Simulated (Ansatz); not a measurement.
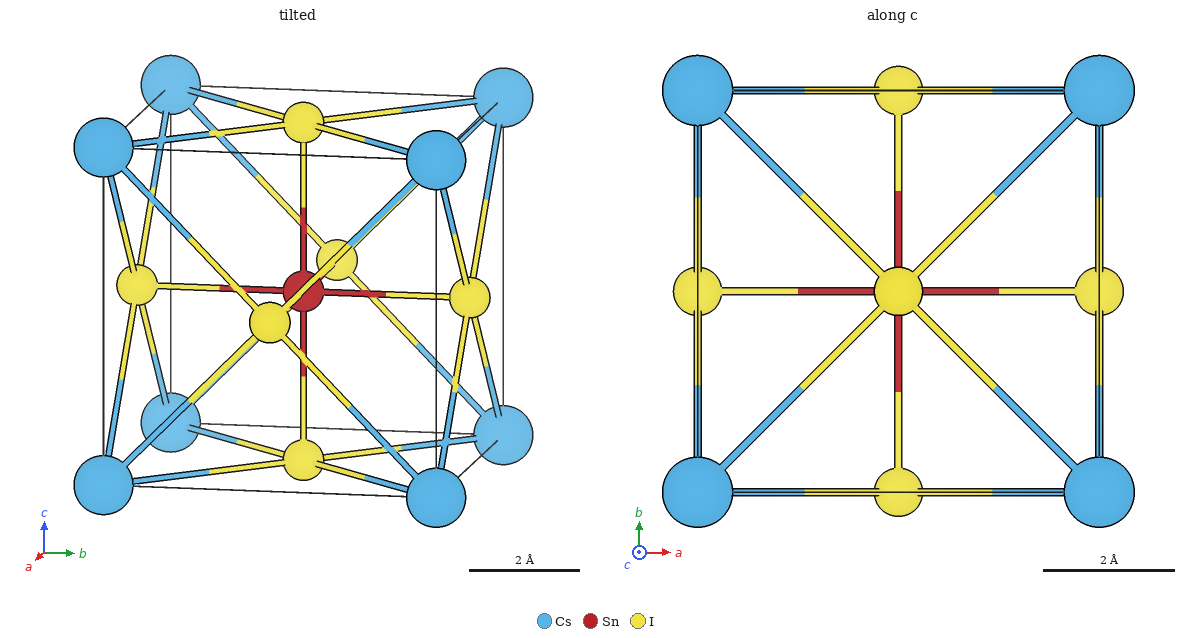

Ball-and-stick drawing of the structure, looking slightly off an axis and along the c axis. The unit cell is outlined; an atom on or near a face, edge or corner is repeated at each equivalent position.

CsSnI$_{3}$, a = 6.179 Å, b = 6.179 Å, c = 6.259 Å, α = 90.00°, β = 90.00°, γ = 90.00°. Strictly the space group is P4/mmm (No. 123, within 0.01 Å). It is a distorted form of a primitive cubic structure, space group Pm-3m (No. 221) within 0.25 Å: cubic perovskite. The structure comes from a structure type filled with these elements by a generator (whether the compound takes this form wasn't checked). The cell was then strained or its atoms displaced on purpose. A calculation with Ansatz used it as input.

This one geometry was computed with Ansatz (DFT, plane waves, PAW) at three levels of theory: r2SCAN, PBE and HSE06. It was relaxed with r2SCAN and then strained.

### How does the band gap change with the level of theory?

PBE: a gap of 0.25 eV, direct; r2SCAN: a gap of 0.36 eV, direct; HSE06: a gap of 0.71 eV, direct.

### Collect the results in a table.

| level | cutoff (eV) | k-mesh of the run's cell | gap (eV) | pressure (GPa) |
| --- | --- | --- | --- | --- |
| r2SCAN | 500 | 4×4×4 | 0.36 | 0.3 |
| PBE | 420 | 4×4×4 | 0.25 | 0.8 |
| HSE06 | 420 | 2×2×2 | 0.71 | 1.8 |

Gaps are taken on the k-mesh or band path of each run.
